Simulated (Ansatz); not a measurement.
## Mo₄H: geometry relaxation (part 2 of 2)

Continued. System: Mo₄H (slab, 5 atoms in the cell). Method: DFT PBEsol, scalar-relativistic, plane waves, PAW, no spin polarisation (Ansatz 0.2.0); cutoff 420 eV, 11×11×1 k-mesh, Gaussian smearing of 0.1 eV. The structure derives from an entry of the Crystallography Open Database. The input holds or restrains some coordinates. Forces given for the steps count only the free coordinates. It belongs to a series of runs on one base structure; here: H put at a top Mo site.

Geometry of the input (Å; fractional positions):
```
2.7101  0.0000  0.0000
-0.9034  2.5551  0.0000
0.0000  0.0000  25.6383
Mo 0.5000  0.5000  0.3315
Mo 0.0000  0.0000  0.4178
Mo 0.5000  0.5000  0.5042
Mo 0.0000  0.0000  0.5867
H  0.0000  0.0000  0.6593
```

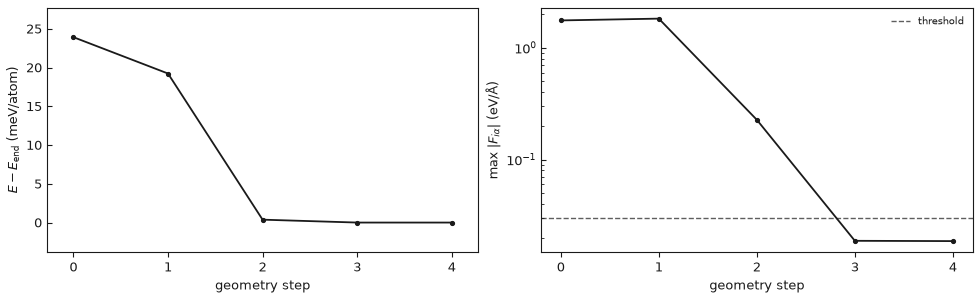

**Figure 1.** Progress of the restrained relaxation, step by step (the first geometry is step 0 here and step 1 in the log).

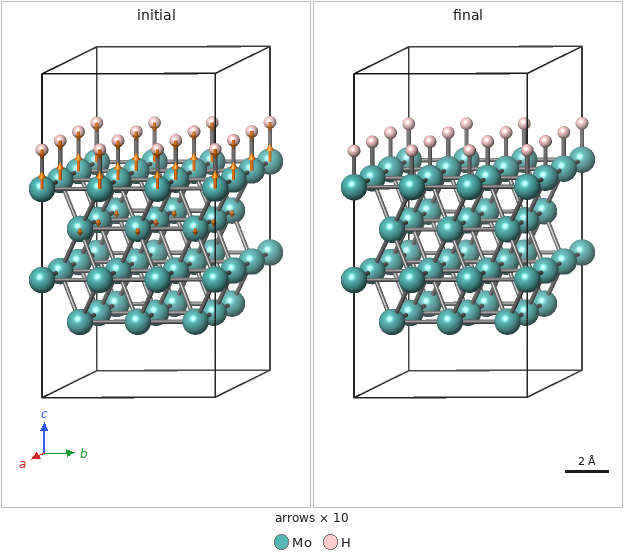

**Figure 2.** Before (left) and after (right) the restrained relaxation, at one scale (ball-and-stick view of the 3 × 3 repeat of the cell, with the vacuum cut short, seen slightly off an axis). The orange arrows give the displacements, magnified 10 times. The atom that moves furthest is Mo4 (0.086 Å). Largest moves by element: Mo 0.086 Å, H 0.046 Å. The lattice vectors keep their values. Distances before and after: Mo4–H5 1.860 → 1.728 Å, Mo3–Mo4 2.632 → 2.730 Å, Mo2–Mo3 2.711 → 2.682 Å. After 4 geometry steps the energy has fallen by 23.9 meV per atom. Largest force component: 1.8 eV/Å at the start, 0.019 eV/Å at the end. (Atoms are counted from 1 in the order of the input.)

```
WARN: The input density's exchange-correlation potential varies sharply where the density is thin. Do not read a vacuum level from v_tot or v_xc, or from such a field of the output density. On a cell that repeats whose density bears no net charge and no dipole along the vacuum's axis use v_es (v_loc + v_h of the components); under efield.dipole_correction with no amplitude use v_es + v_field, which holds any external_charges[].barrier, or the levels of the report's work_function block, which leave it out; under a non-zero efield.amplitude the vacuum is tilted and has no level; on a cell that repeats and bears such a dipole with no correction it is tilted too, and efield.dipole_correction with no amplitude gives each side of its ramp a level where efield: is served; in a cell that repeats whose density bears a net charge (total_charge, or a fill off its count) it is curved and has none; of a slab under crystal.periodic whose density bears no net charge use v_es, which has a level on each side, short of where the two are joined; of another it falls or rises all the way out and has none; of a slab beside external_charges read slab_vacuum_level instead, which it has where they leave it neutral. The grid or the basis barely resolves most such structure, and the values can differ between equally converged runs; as a rule a tighter scf.convergence.dr2_threshold does not remove it. Where the density itself ripples (under the LDA too) a higher basis.ecutwfc lessens it. The files hold the spikes' plane waves up to the density's cutoff. Files: v_tot and the like, and their columns of v_z.tsv (output.write_potential); v_xc and the like, and their columns of v_comp_z.tsv (output.write_potential_components); where files of the output density stand in their place, no point of their own thin density is over the threshold below, and this is of outcome.potential() and, of a run that writes arrays (npy), the arrays of these names. Measured: with its Gaussian average of σ = 0.25 Å subtracted twice, the exchange-correlation potential is over 0.1 eV at 30 of the grid points where the equally averaged density (valence and model cores) is under 1e-3 e/Å³, and 0.118 eV at the most among them, at an averaged density of 7.8e-8 e/Å³. See output.write_potential in the manual, Limitations
SCF converged after 3 iterations
Free energy (F): -19602.576372 eV
Harris-Foulkes:  -19602.576372 eV  (|F-HF|=1.17e-8)
Internal energy: -19602.560621 eV  (E = F + TS)
E sigma→0 (E₀):  -19602.568497 eV
Entropy (-TS):   -0.015751 eV (-3.150 meV/atom)
Fermi energy:    3.777888 eV
Dipole field:    D = -0.072603 V/Å  (p = -0.071230 e·Å, saw-weighted, corrected)
Work function:   Φ+ = 6.6087 eV   Φ− = 4.7473 eV
Levels:          The Fermi level and band energies are counted from a zero that moves with the ramp; work functions are not
--- Per-component energies (eV) ---
  E_band       = -1175.212141
  E_kinetic    = 1773.512387
  E_local      = -80637.098275  (includes V_loc(G=0)·N_el)
  E_nonlocal   = 581.738359
  E_hartree    = 39306.369490
  E_xc         = -735.143550
  E_vxc        = -921.005472  (∫ρ·V_xc dr)
  E_paw        = -12576.095447  (= ΣΔE_a)
  E_vpaw       = -581.772743  (= ΣTr[D̂ρ^β])
  E_aug_tail   = -0.000908  (compensation charges beyond the density's cutoff)
  E_efield     = 0.002586  (sawtooth field / dipole correction)
  E_vefield    = -3.323728  (∫n·V_field dr)
  E_ewald      = 32683.317540
  E_core_change = 0.837197  (= ΣΔE_core)
  E_smearing   = -0.015751  (= −TS)
  E_closure    = -0.000000  (closes the sum)
  Σ components = -19602.576372   (vs F -19602.576372, Δ=0.00e0)
--- Forces (eV/Å), atoms counted from 1 ---
  atom   1  Mo     0.00000000     0.00000000     0.69304062
  atom   2  Mo    -0.00000000     0.00000000    -0.71132910
  atom   3  Mo     0.00000000     0.00000000     0.01869968
  atom   4  Mo    -0.00000000     0.00000000    -0.00966609
  atom   5  H      0.00000000     0.00000000     0.00923332
  max |Σ_I F_I| component: 2.16e-5 eV/Å
--- Band table (eV; the first three rows and the last of 36) ---
  k-point 0: bands = ["-57.4086", "-57.1842", "-57.1310", "-56.8231", "-31.9876", "-31.4620", "-31.0786", "-31.0164", "-30.7740", "-30.7563", "-30.6597", "-30.6241", "-30.5792", "-30.5249", "-30.3780", "-30.2717", "-3.0578", "-1.8950", "-1.3657", "-0.9575", "0.1431", "0.4716", "1.1972", "1.8512", "2.2987", "2.3108", "2.5267", "2.8844", "3.4444", "4.4738", "4.7552", "5.0535", "5.2196", "5.4855", "5.4975"]
  k-point 1: bands = ["-57.3940", "-57.1726", "-57.1223", "-56.8129", "-31.9602", "-31.4768", "-31.0962", "-31.0588", "-30.8085", "-30.7790", "-30.7375", "-30.6242", "-30.6073", "-30.5641", "-30.4284", "-30.3068", "-2.7930", "-1.6538", "-1.1115", "-0.6913", "0.2345", "0.5441", "1.2469", "1.8912", "2.0874", "2.2448", "2.5158", "3.0227", "3.1444", "4.1211", "4.6457", "4.8852", "4.9860", "5.4088", "5.4955"]
  k-point 2: bands = ["-57.3541", "-57.1415", "-57.0990", "-56.7854", "-31.8884", "-31.5547", "-31.2052", "-31.1461", "-30.9853", "-30.8475", "-30.8370", "-30.7287", "-30.6258", "-30.6046", "-30.5720", "-30.3328", "-2.1034", "-1.1218", "-0.5051", "-0.1507", "0.4012", "0.7451", "1.3898", "1.7193", "1.8129", "2.0617", "2.4266", "2.9014", "3.1169", "3.6474", "4.7742", "4.8830", "4.9377", "5.2410", "5.5048"]
  k-point 35: bands = ["-57.1446", "-56.9446", "-56.9078", "-56.5907", "-32.0974", "-31.8178", "-31.6891", "-31.6116", "-31.5759", "-31.4600", "-31.2854", "-31.1765", "-31.1439", "-30.8754", "-30.8702", "-30.5508", "-1.4708", "-1.3267", "-1.2598", "-0.4833", "-0.2372", "0.0643", "0.8571", "1.8659", "2.4731", "2.5630", "4.3394", "4.6395", "4.6403", "4.9514", "6.3143", "6.3813", "6.9251", "7.6688", "8.1225"]
--- Relaxed structure (5 steps of the walk, 5 accepted, 0 SCFs on fresh bases) ---
  F+E_penalty+E_count = -19602.57637227 eV   max|allowed force component| = 1.870e-2 eV/Å
  atoms:
    - { symbol: Mo, position: [0.4999999999999999, 0.49999999999999994, 0.3315357299] }
    - { symbol: Mo, position: [0.0, 0.0, 0.417842441] }
    - { symbol: Mo, position: [0.4999999999999999, 0.49999999999999994, 0.5028252473706661] }
    - { symbol: Mo, position: [5.289874443293776e-18, -1.2309756470618022e-29, 0.5900676752513077] }
    - { symbol: H, position: [-2.8392023070952855e-18, 6.606350881646334e-30, 0.6574557286367831] }
```

Trajectory as extended XYZ (Å, eV, eV/Å), 5 frames, from step=1 to step=5
```
5
Lattice="2.7101 0.0000 0.0000 -0.9034 2.5551 0.0000 0.0000 0.0000 25.6383" Properties=species:S:1:pos:R:3:forces:R:3 step=1 energy=-19602.45679
Mo    0.9034    1.2775    8.5000    0.0000   0.0000   0.6436
Mo    0.0000    0.0000   10.7128    0.0000   0.0000  -0.4808
Mo    0.9034    1.2775   12.9261    0.0000   0.0000  -0.8604
Mo    0.0000    0.0000   15.0422    0.0000   0.0000   1.7534
H     0.0000    0.0000   16.9022    0.0000   0.0000  -1.0543
5
Lattice="2.7101 0.0000 0.0000 -0.9034 2.5551 0.0000 0.0000 0.0000 25.6383" Properties=species:S:1:pos:R:3:forces:R:3 step=2 energy=-19602.48025
Mo    0.9034    1.2775    8.5000    0.0000   0.0000   0.6966
Mo    0.0000    0.0000   10.7128    0.0000   0.0000  -0.8127
Mo    0.9034    1.2775   12.8765    0.0000   0.0000   0.2315
Mo    0.0000    0.0000   15.1481    0.0000   0.0000  -1.8195
H     0.0000    0.0000   16.7579    0.0000   0.0000   1.7042
5
Lattice="2.7101 0.0000 0.0000 -0.9034 2.5551 0.0000 0.0000 0.0000 25.6383" Properties=species:S:1:pos:R:3:forces:R:3 step=3 energy=-19602.57451
Mo    0.9034    1.2775    8.5000    0.0000   0.0000   0.6988
Mo    0.0000    0.0000   10.7128    0.0000   0.0000  -0.6910
Mo    0.9034    1.2775   12.8945    0.0000   0.0000   0.0104
Mo    0.0000    0.0000   15.1361    0.0000   0.0000  -0.2269
H     0.0000    0.0000   16.8467    0.0000   0.0000   0.2084
5
Lattice="2.7101 0.0000 0.0000 -0.9034 2.5551 0.0000 0.0000 0.0000 25.6383" Properties=species:S:1:pos:R:3:forces:R:3 step=4 energy=-19602.57637
Mo    0.9034    1.2775    8.5000    0.0000   0.0000   0.6930
Mo    0.0000    0.0000   10.7128    0.0000   0.0000  -0.7114
Mo    0.9034    1.2775   12.8916    0.0000   0.0000   0.0188
Mo    0.0000    0.0000   15.1283    0.0000   0.0000  -0.0099
H     0.0000    0.0000   16.8560    0.0000   0.0000   0.0094
5
Lattice="2.7101 0.0000 0.0000 -0.9034 2.5551 0.0000 0.0000 0.0000 25.6383" Properties=species:S:1:pos:R:3:forces:R:3 step=5 energy=-19602.57637
Mo    0.9034    1.2775    8.5000    0.0000   0.0000   0.6930
Mo    0.0000    0.0000   10.7128    0.0000   0.0000  -0.7113
Mo    0.9034    1.2775   12.8916    0.0000   0.0000   0.0187
Mo    0.0000    0.0000   15.1283    0.0000   0.0000  -0.0097
H     0.0000    0.0000   16.8560    0.0000   0.0000   0.0092
```

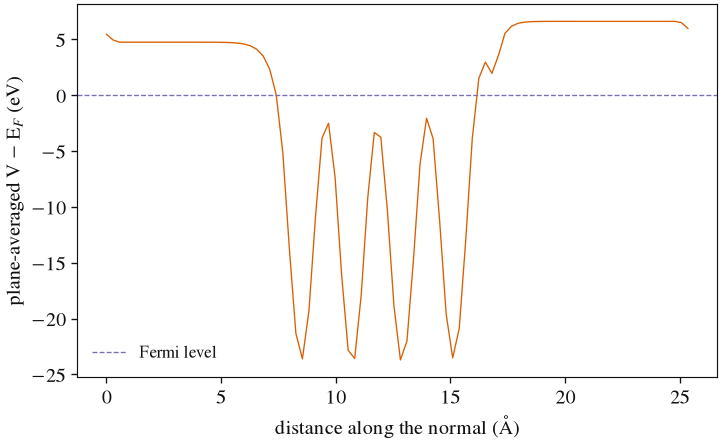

**Figure 3.** Plane average of the electrostatic potential energy of an electron across the cell, from the Fermi level. The vacuum level lies 6.61 eV above the Fermi level on the upper side and 4.75 eV on the lower.

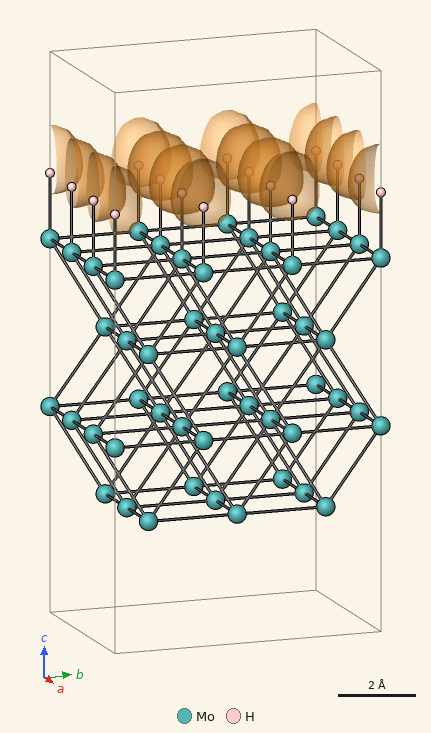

**Figure 4.** Isosurface of the ELF at 0.75 (orange), seen slightly off an axis. Only the valence region is drawn (cores and ρ < 0.01 e/Å³ removed). Sticks mark near contacts. Profiles from the grid: Mo–H (1.73 Å): the ELF climbs to about 1 towards the hydrogen, as it does in any bond to H. Mo–Mo (2.68 Å): the ELF is about 0.30 at the midpoint (no localised pair between them). Core electrons are frozen (PAW), so the fields are smoothed inside the atomic spheres.

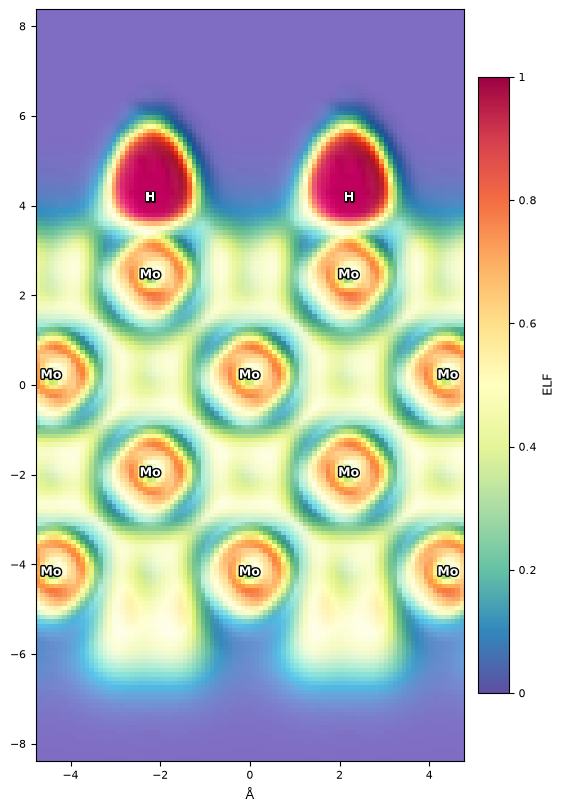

**Figure 5.** Electron localisation function on the (110) plane of the calculation cell, a cut from vacuum to vacuum. The section cuts through Mo and H sites. Mo–H (1.73 Å): the ELF climbs to about 1 towards the hydrogen. The strong features right at Mo lie inside the PAW spheres (semicore, d or f shells) and say nothing about bonding.
